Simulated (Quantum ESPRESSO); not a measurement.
**Fields calculation, with input and output: MoSe (part 1 of 2)**

- system: MoSe (2 atoms in the cell)
- method: Kohn-Sham DFT of a periodic cell, BLYP, PseudoDojo 0.4 SR PBEsol stringent, no spin polarisation (Quantum ESPRESSO 7.5)

The structure was made by swapping elements on the sites of another compound; it need not be a known phase.

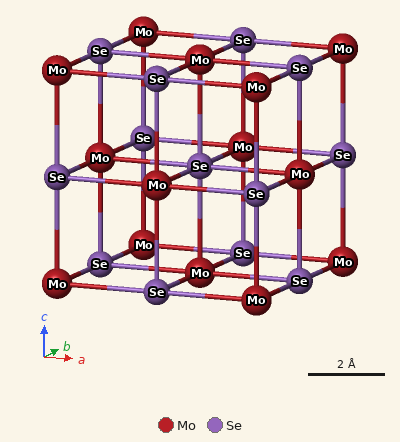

**Figure 1.** The input geometry (ball-and-stick view of the cell 4 times as large as that of the calculation, set on its symmetry axes, seen slightly off an axis). An atom can appear more than once, as a periodic image.

## Input file
```
&CONTROL
  calculation = 'scf'
  prefix = 'pwscf'
  outdir = './tmp'
  pseudo_dir = './pseudo'
  tprnfor = .true.
  tstress = .true.
  disk_io = 'low'
/
&SYSTEM
  ibrav = 0
  A = 4.09114944
  nat = 2
  ntyp = 2
  ecutwfc = 104
  nbnd = 27
  input_dft = 'blyp'
  occupations = 'smearing'
  smearing = 'mp'
  degauss = 0.00734986
/
&ELECTRONS
  conv_thr = 4d-10
  electron_maxstep = 120
  mixing_beta = 0.5
/
ATOMIC_SPECIES
Mo    95.9500 Mo.upf
Se    78.9710 Se.upf
CELL_PARAMETERS alat
   0.0000000000    0.7071067807    0.7071067807
   0.7071067807    0.0000000000    0.7071067807
   0.7071067807    0.7071067807    0.0000000000
ATOMIC_POSITIONS alat
Mo     0.0000000000    0.0000000000    0.0000000000
Se     0.7071067807    0.7071067807    0.7071067807
K_POINTS automatic
8 8 8 0 0 0
```

## File pp_density.in
```
&INPUTPP
  prefix = 'pwscf'
  outdir = './tmp'
  filplot = 'density.dat'
  plot_num = 0
/
&PLOT
  nfile = 1
  filepp(1) = 'density.dat'
  iflag = 3
  output_format = 6
  fileout = 'density.cube'
/
```

## File pp_potential.in
```
&INPUTPP
  prefix = 'pwscf'
  outdir = './tmp'
  filplot = 'potential.dat'
  plot_num = 11
/
&PLOT
  nfile = 1
  filepp(1) = 'potential.dat'
  iflag = 3
  output_format = 6
  fileout = 'potential.cube'
/
```

## File pp_elf.in
```
&INPUTPP
  prefix = 'pwscf'
  outdir = './tmp'
  filplot = 'elf.dat'
  plot_num = 8
/
&PLOT
  nfile = 1
  filepp(1) = 'elf.dat'
  iflag = 3
  output_format = 6
  fileout = 'elf.cube'
/
```

## File pp_potential_ks.in
```
&INPUTPP
  prefix = 'pwscf'
  outdir = './tmp'
  filplot = 'potential_ks.dat'
  plot_num = 1
/
&PLOT
  nfile = 1
  filepp(1) = 'potential_ks.dat'
  iflag = 3
  output_format = 6
  fileout = 'potential_ks.cube'
/
```

Launch command:
```bash
OMP_NUM_THREADS=1 pw.x -in pw.in > pw.out
OMP_NUM_THREADS=1 pp.x -in pp_density.in > pp_density.out
OMP_NUM_THREADS=1 pp.x -in pp_potential.in > pp_potential.out
OMP_NUM_THREADS=1 pp.x -in pp_elf.in > pp_elf.out
OMP_NUM_THREADS=1 pp.x -in pp_potential_ks.in > pp_potential_ks.out
```

## The program's output
```
This program is part of the open-source Quantum ESPRESSO suite
     for quantum simulation of materials; please cite
         "P. Giannozzi et al., J. Phys.:Condens. Matter 21 395502 (2009);
         "P. Giannozzi et al., J. Phys.:Condens. Matter 29 465901 (2017);
         "P. Giannozzi et al., J. Chem. Phys. 152 154105 (2020);
          URL
     in publications or presentations arising from this work. More details at

     IMPORTANT: XC functional enforced from input :
     Exchange-correlation= BLYP
                           (   1   3   1   3   0   0   0)
     Any further DFT definition will be discarded
     Please, verify this is what you really want

     Message from routine setup:
     using ibrav=0 with symmetry is DISCOURAGED, use correct ibrav instead

     G-vector sticks info
     --------------------
     sticks:   dense  smooth     PW     G-vecs:    dense   smooth      PW
     Sum        1723    1723    499                47039    47039    7239

     Using Slab Decomposition

     bravais-lattice index     =            0
     lattice parameter (alat)  =       7.7312  a.u.
     unit-cell volume          =     326.7515 (a.u.)^3
     number of atoms/cell      =            2
     number of atomic types    =            2
     number of electrons       =        38.00
     number of Kohn-Sham states=           27
     kinetic-energy cutoff     =     104.0000  Ry
     charge density cutoff     =     416.0000  Ry
     scf convergence threshold =      4.0E-10
     mixing beta               =       0.5000
     number of iterations used =            8  plain     mixing
     Exchange-correlation= BLYP
                           (   1   3   1   3   0   0   0)

     celldm(1)=   7.731152  celldm(2)=   0.000000  celldm(3)=   0.000000
     celldm(4)=   0.000000  celldm(5)=   0.000000  celldm(6)=   0.000000

     crystal axes: (cart. coord. in units of alat)
               a(1) = (   0.000000   0.707107   0.707107 )
               a(2) = (   0.707107   0.000000   0.707107 )
               a(3) = (   0.707107   0.707107   0.000000 )

     reciprocal axes: (cart. coord. in units 2 pi/alat)
               b(1) = ( -0.707107  0.707107  0.707107 )
               b(2) = (  0.707107 -0.707107  0.707107 )
               b(3) = (  0.707107  0.707107 -0.707107 )

     PseudoPot. # 1 for Mo read from file:
     Mo.upf
     Pseudo is Norm-conserving + core correction, Zval = 14.0
     Generated using ONCVPSP code by D. R. Hamann
     Using radial grid of 1640 points,  6 beta functions with:
                l(1) =   0
                l(2) =   0
                l(3) =   1
                l(4) =   1
                l(5) =   2
                l(6) =   2

     PseudoPot. # 2 for Se read from file:
     Se.upf
     Pseudo is Norm-conserving + core correction, Zval = 24.0
     Generated using ONCVPSP code by D. R. Hamann
     Using radial grid of 1198 points,  6 beta functions with:
                l(1) =   0
                l(2) =   0
                l(3) =   1
                l(4) =   1
                l(5) =   2
                l(6) =   2

     atomic species   valence    mass     pseudopotential
     Mo               14.00    95.95000     Mo( 1.00)
     Se               24.00    78.97100     Se( 1.00)

     48 Sym. Ops., with inversion, found

   Cartesian axes

     site n.     atom                  positions (alat units)
         1        Mo     tau(   1) = (   0.0000000   0.0000000   0.0000000  )
         2        Se     tau(   2) = (   0.7071068   0.7071068   0.7071068  )

     number of k points=    29  Methfessel-Paxton smearing, width (Ry)=  0.0073
                       cart. coord. in units 2pi/alat
        k(    1) = (   0.0000000   0.0000000   0.0000000), wk =   0.0039062
        k(    2) = (   0.0883883   0.0883883  -0.0883883), wk =   0.0312500
        k(    3) = (   0.1767767   0.1767767  -0.1767767), wk =   0.0312500
        k(    4) = (   0.2651650   0.2651650  -0.2651650), wk =   0.0312500
        k(    5) = (  -0.3535534  -0.3535534   0.3535534), wk =   0.0156250
        k(    6) = (   0.1767767   0.0000000   0.0000000), wk =   0.0234375
        k(    7) = (   0.2651650   0.0883883  -0.0883883), wk =   0.0937500
        k(    8) = (   0.3535534   0.1767767  -0.1767767), wk =   0.0937500
        k(    9) = (  -0.2651650  -0.4419417   0.4419417), wk =   0.0937500
        k(   10) = (  -0.1767767  -0.3535534   0.3535534), wk =   0.0937500
        k(   11) = (  -0.0883883  -0.2651650   0.2651650), wk =   0.0937500
        k(   12) = (   0.0000000  -0.1767767   0.1767767), wk =   0.0468750
        k(   13) = (   0.3535534   0.0000000   0.0000000), wk =   0.0234375
        k(   14) = (   0.4419417   0.0883883  -0.0883883), wk =   0.0937500
        k(   15) = (  -0.1767767  -0.5303301   0.5303301), wk =   0.0937500
        k(   16) = (  -0.0883883  -0.4419417   0.4419417), wk =   0.0937500
        k(   17) = (   0.0000000  -0.3535534   0.3535534), wk =   0.0468750
        k(   18) = (   0.5303301   0.0000000  -0.0000000), wk =   0.0234375
        k(   19) = (  -0.0883883  -0.6187184   0.6187184), wk =   0.0937500
        k(   20) = (  -0.0000000  -0.5303301   0.5303301), wk =   0.0468750
        k(   21) = (  -0.7071068   0.0000000   0.0000000), wk =   0.0117188
        k(   22) = (   0.3535534   0.1767767  -0.0000000), wk =   0.0937500
        k(   23) = (  -0.2651650  -0.4419417   0.6187184), wk =   0.1875000
        k(   24) = (  -0.1767767  -0.3535534   0.5303301), wk =   0.0937500
        k(   25) = (  -0.1767767  -0.5303301   0.7071068), wk =   0.0937500
        k(   26) = (  -0.0883883  -0.4419417   0.6187184), wk =   0.1875000
        k(   27) = (   0.0000000  -0.3535534   0.5303301), wk =   0.0937500
        k(   28) = (  -0.7071068   0.1767767   0.0000000), wk =   0.0468750
        k(   29) = (  -0.7071068   0.3535534   0.0000000), wk =   0.0234375

     Dense  grid:    47039 G-vectors     FFT dimensions: (  54,  54,  54)

     Check: negative core charge=   -0.000019

     Initial potential from superposition of free atoms

     starting charge      37.9986, renormalised to      38.0000
     Starting wfcs are   23 randomized atomic wfcs +    4 random wfcs

     Self-consistent Calculation

     iteration #  1     ecut=   104.00 Ry     beta= 0.50
     Davidson diagonalization with overlap
     ethr =  1.00E-02,  avg # of iterations =  4.9

     Threshold (ethr) on eigenvalues was too large:
     Diagonalizing with lowered threshold

     Davidson diagonalization with overlap
     ethr =  4.72E-04,  avg # of iterations =  1.8

     total energy              =    -816.69293731 Ry
     estimated scf accuracy    <       0.17854833 Ry

     iteration #  2     ecut=   104.00 Ry     beta= 0.50
     Davidson diagonalization with overlap
     ethr =  4.70E-04,  avg # of iterations =  2.1

     total energy              =    -816.71545974 Ry
     estimated scf accuracy    <       0.29818890 Ry

     iteration #  3     ecut=   104.00 Ry     beta= 0.50
     Davidson diagonalization with overlap
     ethr =  4.70E-04,  avg # of iterations =  2.0

     total energy              =    -816.77021592 Ry
     estimated scf accuracy    <       0.00492704 Ry

     iteration #  4     ecut=   104.00 Ry     beta= 0.50
     Davidson diagonalization with overlap
     ethr =  1.30E-05,  avg # of iterations =  2.8

     total energy              =    -816.77133108 Ry
     estimated scf accuracy    <       0.00061227 Ry

     iteration #  5     ecut=   104.00 Ry     beta= 0.50
     Davidson diagonalization with overlap
     ethr =  1.61E-06,  avg # of iterations =  2.1

     total energy              =    -816.77136343 Ry
     estimated scf accuracy    <       0.00004829 Ry

     iteration #  6     ecut=   104.00 Ry     beta= 0.50
     Davidson diagonalization with overlap
     ethr =  1.27E-07,  avg # of iterations =  2.1

     total energy              =    -816.77137382 Ry
     estimated scf accuracy    <       0.00001036 Ry

     iteration #  7     ecut=   104.00 Ry     beta= 0.50
     Davidson diagonalization with overlap
     ethr =  2.73E-08,  avg # of iterations =  1.9

     total energy              =    -816.77137594 Ry
     estimated scf accuracy    <       0.00000052 Ry

     iteration #  8     ecut=   104.00 Ry     beta= 0.50
     Davidson diagonalization with overlap
     ethr =  1.36E-09,  avg # of iterations =  2.0

     total energy              =    -816.77137609 Ry
     estimated scf accuracy    <       0.00000041 Ry

     iteration #  9     ecut=   104.00 Ry     beta= 0.50
     Davidson diagonalization with overlap
     ethr =  1.09E-09,  avg # of iterations =  1.5

     total energy              =    -816.77137614 Ry
     estimated scf accuracy    <          3.5E-09 Ry

     iteration # 10     ecut=   104.00 Ry     beta= 0.50
     Davidson diagonalization with overlap
     ethr =  9.29E-12,  avg # of iterations =  2.7

     End of self-consistent calculation

          k = 0.0000 0.0000 0.0000 (  5817 PWs)   bands (ev):

  -196.4701-136.0048-136.0048-136.0048 -49.1637 -36.3343 -36.3343 -36.3299
   -36.3299 -36.3299 -23.2156 -23.2156 -23.2156  -2.0434  10.1632  10.1632
    10.1632  11.1045  11.1045  11.1045  11.2959  11.2959  13.1223  21.0874
    22.4844  22.4844  22.4844

          k = 0.0884 0.0884-0.0884 (  5877 PWs)   bands (ev):

  -196.4701-136.0048-136.0048-136.0048 -49.1635 -36.3344 -36.3344 -36.3299
   -36.3299 -36.3299 -23.2195 -23.2160 -23.2160  -1.9500   9.1463   9.5285
     9.5285  11.2455  11.2455  11.3812  12.0922  12.0922  14.0464  20.4163
    21.8517  21.8517  22.3306

          k = 0.1768 0.1768-0.1768 (  5861 PWs)   bands (ev):

  -196.4701-136.0048-136.0048-136.0048 -49.1631 -36.3344 -36.3344 -36.3299
   -36.3299 -36.3299 -23.2289 -23.2169 -23.2169  -1.7094   7.7561   8.7826
     8.7826  11.5672  11.5672  11.7009  13.3309  13.3309  15.4361  19.1651
    20.2765  20.2765  22.9025

          k = 0.2652 0.2652-0.2652 (  5855 PWs)   bands (ev):

  -196.4701-136.0048-136.0048-136.0048 -49.1627 -36.3344 -36.3344 -36.3299
   -36.3298 -36.3298 -23.2382 -23.2178 -23.2178  -1.4425   6.7385   8.3016
     8.3016  11.9373  11.9373  12.1379  14.4529  14.4529  15.4974  18.8340
    18.8340  19.4195  23.6507

          k =-0.3536-0.3536 0.3536 (  5900 PWs)   bands (ev):

  -196.4702-136.0048-136.0048-136.0048 -49.1625 -36.3344 -36.3344 -36.3299
   -36.3298 -36.3298 -23.2421 -23.2182 -23.2182  -1.3222   6.3622   8.1373
     8.1373  12.1102  12.1102  12.4250  14.9861  14.9861  15.0735  18.1809
    18.1809  20.0585  23.8653

          k = 0.1768 0.0000 0.0000 (  5873 PWs)   bands (ev):

  -196.4701-136.0048-136.0048-136.0048 -49.1635 -36.3344 -36.3343 -36.3299
   -36.3299 -36.3299 -23.2190 -23.2170 -23.2170  -1.9238   8.6913   9.7363
     9.7363  10.9592  11.3618  11.6812  11.6812  12.0793  14.6136  20.7149
    21.2302  21.5325  21.5325

          k = 0.2652 0.0884-0.0884 (  5873 PWs)   bands (ev):

  -196.4701-136.0048-136.0048-136.0048 -49.1631 -36.3344 -36.3343 -36.3299
   -36.3299 -36.3298 -23.2260 -23.2184 -23.2177  -1.7452   7.8503   9.0228
     9.1837  11.0706  11.6204  11.9139  12.4044  12.9756  15.9987  19.1460
    20.0704  20.7929  22.0292

          k = 0.3536 0.1768-0.1768 (  5857 PWs)   bands (ev):

  -196.4701-136.0048-136.0048-136.0048 -49.1627 -36.3344 -36.3344 -36.3299
   -36.3298 -36.3298 -23.2349 -23.2193 -23.2190  -1.5009   7.0560   8.3446
     8.5908  11.4241  11.9997  12.2098  13.3678  13.9872  16.5935  17.8050
    19.7332  19.8068  22.9280

          k =-0.2652-0.4419 0.4419 (  5845 PWs)   bands (ev):

  -196.4701-136.0048-136.0048-136.0048 -49.1624 -36.3344 -36.3344 -36.3299
   -36.3298 -36.3298 -23.2403 -23.2205 -23.2192  -1.3355   6.5796   8.0899
     8.2400  11.8666  12.1476  12.3820  14.1700  14.3368  16.1441  17.6523
    18.9748  20.0902  23.8697

          k =-0.1768-0.3536 0.3536 (  5843 PWs)   bands (ev):

  -196.4701-136.0048-136.0048-136.0048 -49.1625 -36.3344 -36.3344 -36.3299
   -36.3298 -36.3298 -23.2391 -23.2212 -23.2182  -1.3682   6.6624   8.1860
     8.2229  11.9538  12.0029  12.3069  13.6502  14.9098  15.9733  18.2938
    18.7125  19.7403  23.2563

          k =-0.0884-0.2652 0.2652 (  5874 PWs)   bands (ev):
```
